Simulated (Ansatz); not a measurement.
Input of the run:

```
crystal:
  lattice:
    - [4.5331841673, 0.0, 0.0]
    - [-2.2665920836, 4.1007102461, 0.0]
    - [0.0, 0.0, 24.2054473799]
  atoms:
    - { symbol: Bi, position: [0.9851996454, 0.9703992908, 0.3072428768] }
    - { symbol: Bi, position: [0.3151027084, 0.6302054167, 0.3729638092] }
    - { symbol: Bi, position: [0.6407130164, 0.2814260327, 0.4676180268] }
    - { symbol: Bi, position: [0.9703113741, 0.9406227482, 0.5323820072] }
    - { symbol: Bi, position: [0.2959217191, 0.5918434381, 0.6270361738] }
    - { symbol: Bi, position: [0.6258247827, 0.2516495654, 0.6927571061] }
basis:
  ecutwfc: 420
kpoints:
  mp_grid: { grid: [9, 9, 1] }
  band_path:
    path: [[0.5, 0, 0], [0, 0, 0], [0, 0.5, 0], [0.5, 0.5, 0], [0, 0, 0]]
    npoints: 12
hamiltonian:
  xc: pbe
  dispersion: d3bj
scf:
  occupations: { method: gaussian, width: 0.1 }
  n_extra_bands: 18
output:
  forces: true
  eigenvalues: true
  populations: true
  fatbands: true
  write_density: true
  write_potential: true
  elf: true
  volumetric_format: npy
efield:
  axis: 3
  dipole_correction: true
  ramp_width: 0.04
```

Run as:
```bash
ansatz run input.yaml --threads 2 --pin off --max-ram 5632MiB --backend cpu --events-out ev --progress --plain --runs-dir out
```

What will the band structure look like? The path is X–Γ–Y–S–Γ.

A metal: bands cross the Fermi level along this path. The last band that the electron count would fill rises to 0.04 eV above the Fermi level between S and Γ, leaving holes there, and the next band dips to 0.28 eV below it at Γ, holding electrons: an overlap of 0.32 eV, small enough to call it a semimetal. Bands cross the Fermi level on X–Γ, Γ–Y and S–Γ, and not on Y–S. At Γ the nearest levels lie 0.28 eV below and 1.01 eV above the Fermi level.

Spin-orbit coupling is left out, which matters for Bi.

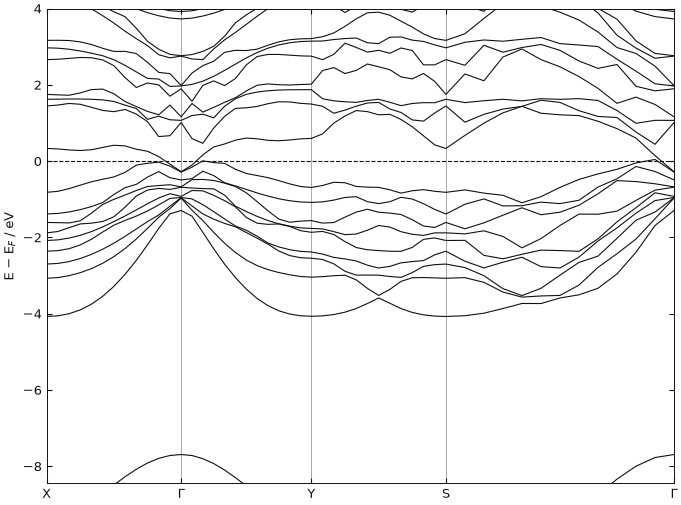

Band structure. Energies are counted from the Fermi level.
